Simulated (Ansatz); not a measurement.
# Phonon calculation, with input and output: GaO (part 1 of 2)

The run: phonon calculation of GaO (8 atoms in the cell). Method and program: DFT PBE, scalar-relativistic, plane waves, PAW, no spin polarisation (Ansatz 0.2.0).

It belongs to a series of runs on one base structure; here: phonon dispersion, density of states and thermodynamics.

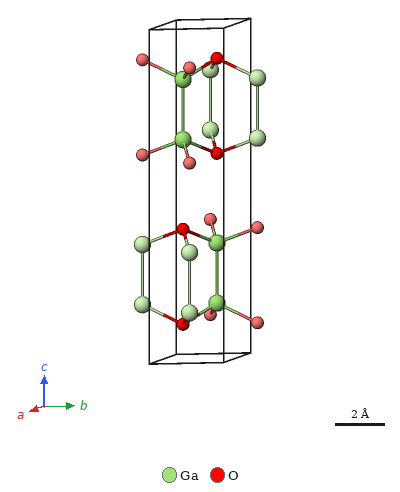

Fig. 1: The input geometry (ball-and-stick view of the cell of the calculation, seen slightly off an axis; neighbours outside the cell are drawn fainter). An atom can appear more than once, as a periodic image. Near neighbours in the periodic cell (some may lie outside the picture): Ga has 1 Ga at 2.51 Å and 3 O at 1.93 Å; O has 3 Ga at 1.93 Å.

## Input
```yaml
crystal:
  lattice:
    - [3.1046628358, 0.0, 0.0]
    - [-1.5523314179, 2.688716886, 0.0]
    - [0.0, 0.0, 13.9146021012]
  atoms:
    - { symbol: Ga, position: [0.3333333333, 0.6666666667, 0.1599723235] }
    - { symbol: Ga, position: [0.6666666667, 0.3333333333, 0.6599723235] }
    - { symbol: Ga, position: [0.3333333333, 0.6666666667, 0.3400276765] }
    - { symbol: Ga, position: [0.6666666667, 0.3333333333, 0.8400276765] }
    - { symbol: O, position: [0.3333333333, 0.6666666667, 0.607666228] }
    - { symbol: O, position: [0.6666666667, 0.3333333333, 0.107666228] }
    - { symbol: O, position: [0.3333333333, 0.6666666667, 0.892333772] }
    - { symbol: O, position: [0.6666666667, 0.3333333333, 0.392333772] }
basis:
  ecutwfc: 420
kpoints:
  mp_grid: { grid: [12, 12, 2] }
hamiltonian:
  xc: pbe
scf:
  occupations: { method: fixed }
output:
  eigenvalues: true
phonons:
  method: dfpt
  dielectric: true
  rigid_motions: translations
  eigenvectors: true
  qmesh: [3, 3, 1]
  temperatures: { t_max: 1000, t_step: 100 }
  qpath:
    path:
      - [[0.0, 0.0, 0.0], [0.5, 0.0, 0.0], [0.33333333, 0.33333333, 0.0], [0.0, 0.0, 0.0], [0.0, 0.0, 0.5], [0.5, 0.0, 0.5], [0.33333333, 0.33333333, 0.5], [0.0, 0.0, 0.5]]
      - [[0.5, 0.0, 0.5], [0.5, 0.0, 0.0]]
      - [[0.33333333, 0.33333333, 0.5], [0.33333333, 0.33333333, 0.0]]
    npoints: 8
```

Run on 4 threads of Intel Xeon @ 2.70GHz, 189 GiB of memory available, shared host.

Command:
```bash
ansatz run input.yaml --threads 4 --pin off --max-ram 12288MiB --backend cpu --events-out ev --progress --plain --runs-dir out
```

## What the program printed
```
Warning: phonons: the dynamical matrix that this run interpolates holds no multipole term above the dipole-dipole one, and a site of this crystal is no centre of inversion, so its interpolated transverse optical and acoustic branches and sound speeds can stay off near Gamma, and the density of states and the thermodynamics with them. What a run solves at a wave vector of phonons.qpoints, Gamma apart, where the deck admits one, is free of this, and under fd what a larger phonons.supercell samples
Engine: ansatz 0.2.0, x86_64-unknown-linux-gnu
Pseudopotentials: kind: paw
Pseudopotential: Ga, paw, valence charge 13, recommended cutoff 420 eV (normal), Ga.paw.azcp
Pseudopotential: O, paw, valence charge 6, recommended cutoff 420 eV (normal), O.paw.azcp
Functional definition: PBE
  parameter kappa = 0.804
  parameter beta = 0.06672455060314922
  exchange = pbe_x(kappa = kappa, mu = beta*pi^2/3)
  correlation = pbe_c(beta = beta)
Crystal: 8 atoms, lattice volume = 116.153 Å³
Basis set: ecut = 420 eV, 2231 PW (Γ), exchange–correlation on 48×48×192 points (8 copies of the dense FFT grid, shifted against one another)
Bands: 46, of which v1, the nominal top of the filled ones, is band 38 counted from 1 (37 counted from 0)
Symmetry: 24 space group operations
k-points: 86 of 288 (irreducible under 2 space group operations, time reversal used)
Non-local potential: Ga, projectors of the file, l = 0: 2, l = 1: 2, l = 2: 3, l = 3: 1
Non-local potential: O, projectors of the file, l = 0: 2, l = 1: 2, l = 2: 1
PAW form: soft (Blöchl's): semilocal exchange-correlation on the pseudo side does not see the compensation charge
PAW one-centre angular grid: Ga, 590 points (default); XC on 64 Gauss nodes
PAW one-centre angular grid: O, 110 points (default); XC on 64 Gauss nodes
Initial density: superposition of atomic densities (neutral atoms: chi_scale 0, normalization atom), corrected by the library's trained network
Initial wavefunctions: pseudopotential atomic-orbital guess
Functional: x = pbe(κ = 0.804, μ = 0.2195149727645171), c = pbe(β = 0.06672455060314922)
SCF iter   1: F=—  HF=-17403.427751 eV  |F-HF|=—  |Δ(HF+E_count)|=         —  Δρ=6.41e-3  dr2=6.22e-2  ethr=1.77e-3  ⟨swp⟩=5.0  Hψ=12488  notcnv=0  defer=512
preconditioner: auto → Resta (q_TF=auto, 2.542 Å⁻¹)  ε∞=4.4  [insulator: Δε(μ)=1.171 eV  Ē_g=16.352 eV  n_scr=40 (ndim 8)  ℏωp=30.0 eV  f_vac=0.138  ε∞_Penn≈4.4]
SCF iter   2: F=—  HF=-17403.415667 eV  |F-HF|=—  |Δ(HF+E_count)|=   1.21e-2  Δρ=2.80e-3  dr2=7.10e-3  ethr=8.19e-5  ⟨swp⟩=2.2  Hψ=6146  notcnv=0  defer=516
SCF iter   3: F=—  HF=-17403.414400 eV  |F-HF|=—  |Δ(HF+E_count)|=   1.27e-3  Δρ=1.20e-3  dr2=2.85e-3  ethr=9.35e-6  ⟨swp⟩=2.0  Hψ=5013  notcnv=0  defer=516
SCF iter   4: F=—  HF=-17403.414004 eV  |F-HF|=—  |Δ(HF+E_count)|=   3.96e-4  Δρ=3.41e-4  dr2=1.36e-4  ethr=3.75e-6  ⟨swp⟩=2.1  Hψ=5120  notcnv=0  defer=516
SCF iter   5: F=—  HF=-17403.414046 eV  |F-HF|=—  |Δ(HF+E_count)|=   4.20e-5  Δρ=1.65e-4  dr2=3.10e-5  ethr=1.79e-7  ⟨swp⟩=2.1  Hψ=6534  notcnv=0  defer=357
SCF iter   6: F=—  HF=-17403.414061 eV  |F-HF|=—  |Δ(HF+E_count)|=   1.54e-5  Δρ=4.64e-5  dr2=2.30e-6  ethr=4.08e-8  ⟨swp⟩=2.0  Hψ=6594  notcnv=0  defer=286
SCF iter   7: F=—  HF=-17403.414066 eV  |F-HF|=—  |Δ(HF+E_count)|=   4.15e-6  Δρ=9.36e-6  dr2=8.42e-8  ethr=3.03e-9  ⟨swp⟩=2.7  Hψ=6874  notcnv=0  defer=286
SCF iter   8: F=—  HF=-17403.414066 eV  |F-HF|=—  |Δ(HF+E_count)|=   1.88e-7  Δρ=1.97e-6  dr2=5.17e-9  ethr=1.11e-10  ⟨swp⟩=2.0  Hψ=6794  notcnv=0  defer=286
SCF iter   9: F=—  HF=-17403.414066 eV  |F-HF|=—  |Δ(HF+E_count)|=   1.49e-8  Δρ=4.18e-7  dr2=2.24e-10  ethr=6.80e-12  ⟨swp⟩=2.0  Hψ=6788  notcnv=0  defer=286
SCF iter  10: F=-17403.414066 eV  HF=-17403.414066 eV  |F-HF|=2.91e-11  |Δ(HF+E_count)|=  5.06e-10  Δρ=1.22e-7  dr2=1.63e-11  ethr=1.00e-12  ⟨swp⟩=12.9  Hψ=22761  notcnv=0
SCF 1 converged in 10 iterations: F = -17403.414066 eV  dr2 = 1.63e-11
  greatest PAW one-centre occupation: 0.996 electrons in one spin orbital (limit 2), on the Ga atom at site 3 (counted from 0), in its partial waves of l = 2
DFPT response loops at Γ: preconditioner auto → Resta (q_TF=auto, 2.542 Å⁻¹)  ε∞=7.0 (no band partly filled); β = 1.00, the filter's whole step (`scf.mixing.beta` (0.50) is not read by the response loops at its default; to damp them type it under 1.00, their step now; it binds the ground state too); Broyden in place of MSR1
── the response to a field inside a basis, on 14×14×4 k-points: an SCF that follows is theirs, and a resumed run solves both again ──
Bands: 39, of which v1, the nominal top of the filled ones, is band 38 counted from 1 (37 counted from 0)
k-points: 112 of 784 (irreducible under 8 space group operations)
Initial density: handed on by an earlier stage of this run
Initial wavefunctions: pseudopotential atomic-orbital guess (no wavefunctions were taken with the density)
Eigensolver: Dense (112 Hₖ)
SCF iter   1: F=—  HF=-17403.139553 eV  |F-HF|=—  |Δ(HF+E_count)|=         —  Δρ=6.34e-4  dr2=1.42e-4  ethr=1.00e-1
preconditioner: auto → Resta (q_TF=auto, 2.542 Å⁻¹)  ε∞=5.8  [insulator: Δε(μ)=1.342 eV  Ē_g=13.747 eV  n_scr=40 (ndim 8)  ℏωp=30.0 eV  f_vac=0.139  ε∞_Penn≈5.8]
SCF iter   2: F=—  HF=-17403.139653 eV  |F-HF|=—  |Δ(HF+E_count)|=   1.00e-4  Δρ=3.31e-4  dr2=4.21e-5  ethr=1.86e-7
SCF iter   3: F=—  HF=-17403.139700 eV  |F-HF|=—  |Δ(HF+E_count)|=   4.69e-5  Δρ=9.55e-5  dr2=5.35e-6  ethr=5.55e-8
SCF iter   4: F=—  HF=-17403.139697 eV  |F-HF|=—  |Δ(HF+E_count)|=   2.83e-6  Δρ=2.38e-5  dr2=6.10e-7  ethr=7.04e-9
SCF iter   5: F=—  HF=-17403.139698 eV  |F-HF|=—  |Δ(HF+E_count)|=   4.11e-7  Δρ=1.70e-5  dr2=3.64e-7  ethr=8.03e-10
SCF iter   6: F=-17403.139698 eV  HF=-17403.139698 eV  |F-HF|=1.00e-8  |Δ(HF+E_count)|=   2.78e-8  Δρ=2.94e-6  dr2=1.82e-8  ethr=4.79e-10
SCF 1 converged in 6 iterations: F = -17403.139698 eV  dr2 = 1.82e-8
  greatest PAW one-centre occupation: 0.995 electrons in one spin orbital (limit 2), on the Ga atom at site 0 (counted from 0), in its partial waves of l = 2
DFPT response loops at Γ: preconditioner auto → Resta (q_TF=auto, 2.542 Å⁻¹)  ε∞=6.7 (no band partly filled); β = 1.00, the filter's whole step (`scf.mixing.beta` (0.50) is not read by the response loops at its default; to damp them type it under 1.00, their step now; it binds the ground state too); Broyden in place of MSR1
WARN: field response: ε∞ stands inside a basis, on 14×14×4 points; the force constants stand on the 12×12×2 k-mesh, whose period is 11.09 times the interband length at k = (0.0000, 0.0000, 0.0000), direct gap 1.374 eV, under 14: take them and everything formed from them as unconverged, and compare with a denser kpoints.mp_grid
NSCF: frozen V_eff on 38 k-points
NSCF: frozen V_eff on 312 k-points
DFPT response loops at q = (0, 0.3333333333333333, 0) (fractional): preconditioner auto → Resta (q_TF=auto, 2.542 Å⁻¹)  ε∞=7.0 (no band partly filled); β = 1.00, the filter's whole step (`scf.mixing.beta` (0.50) is not read by the response loops at its default; to damp them type it under 1.00, their step now; it binds the ground state too); Broyden in place of MSR1
NSCF: frozen V_eff on 312 k-points
DFPT response loops at q = (0.3333333333333333, 0.3333333333333333, 0) (fractional): mixed as the last ones told, above
SCF converged after 10 iterations
Free energy (F): -17403.414066 eV
Harris-Foulkes:  -17403.414066 eV  (|F-HF|=2.91e-11)
Internal energy: -17403.414066 eV  (E = F + TS)
E sigma→0 (E₀):  -17403.414066 eV
Fermi energy:    6.059423 eV
--- Per-component energies (eV) ---
  E_band       = -318.048444
  E_kinetic    = 1159.186245
  E_local      = -10193.380011  (includes V_loc(G=0)·N_el)
  E_nonlocal   = 1905.528901
  E_hartree    = 4613.467744
  E_xc         = -566.610096
  E_vxc        = -602.749179  (∫ρ·V_xc dr)
  E_paw        = -8602.772872  (= ΣΔE_a)
  E_vpaw       = -1813.579409  (= ΣTr[D̂ρ^β])
  E_aug_tail   = 0.009510  (compensation charges beyond the density's cutoff)
  E_ewald      = -5718.843487
  E_smearing   = -0.000000  (= −TS)
  E_closure    = -0.000000  (closes the sum)
  Σ components = -17403.414066   (vs F -17403.414066, Δ=0.00e0)
--- Band table (eV; the first three rows and the last of 86) ---
  k-point 0: bands = ["-12.6372", "-12.5710", "-12.5662", "-12.4985", "-7.6705", "-7.6705", "-7.6701", "-7.6701", "-7.6335", "-7.6335", "-7.6332", "-7.6332", "-7.5578", "-7.5404", "-7.4080", "-7.4080", "-7.4078", "-7.4078", "-7.2765", "-7.2765", "-7.2762", "-7.2762", "-7.1911", "-7.1665", "-0.5979", "-0.4528", "2.4475", "2.9588", "3.9943", "3.9943", "4.0254", "4.0254", "4.0324", "4.0324", "4.0637", "4.0637", "4.9923", "5.8942", "7.2679", "8.0603", "10.4577", "10.8076", "14.6269", "15.6788", "16.3839", "16.3839"]
  k-point 1: bands = ["-12.6173", "-12.6173", "-12.5192", "-12.5192", "-7.6704", "-7.6704", "-7.6704", "-7.6704", "-7.6333", "-7.6333", "-7.6333", "-7.6333", "-7.5494", "-7.5494", "-7.4079", "-7.4079", "-7.4079", "-7.4079", "-7.2764", "-7.2764", "-7.2764", "-7.2764", "-7.1785", "-7.1785", "-0.5283", "-0.5283", "2.6824", "2.6824", "4.0038", "4.0038", "4.0038", "4.0038", "4.0534", "4.0534", "4.0534", "4.0534", "5.4123", "5.4123", "7.7069", "7.7069", "10.6417", "10.6417", "14.9953", "14.9953", "16.4110", "16.4110"]
  k-point 2: bands = ["-12.5977", "-12.5345", "-12.5286", "-12.4640", "-7.6681", "-7.6680", "-7.6567", "-7.6563", "-7.6196", "-7.6194", "-7.6191", "-7.6187", "-7.5399", "-7.5231", "-7.4136", "-7.4135", "-7.4085", "-7.4084", "-7.2891", "-7.2875", "-7.2779", "-7.2776", "-7.1675", "-7.1450", "-0.5046", "-0.3720", "2.4770", "2.8538", "3.5830", "3.6374", "3.6825", "3.8041", "3.9140", "3.9496", "3.9586", "3.9941", "5.2291", "5.9558", "7.7120", "8.4005", "10.7142", "11.1141", "14.6291", "15.4420", "15.4939", "15.7213"]
```
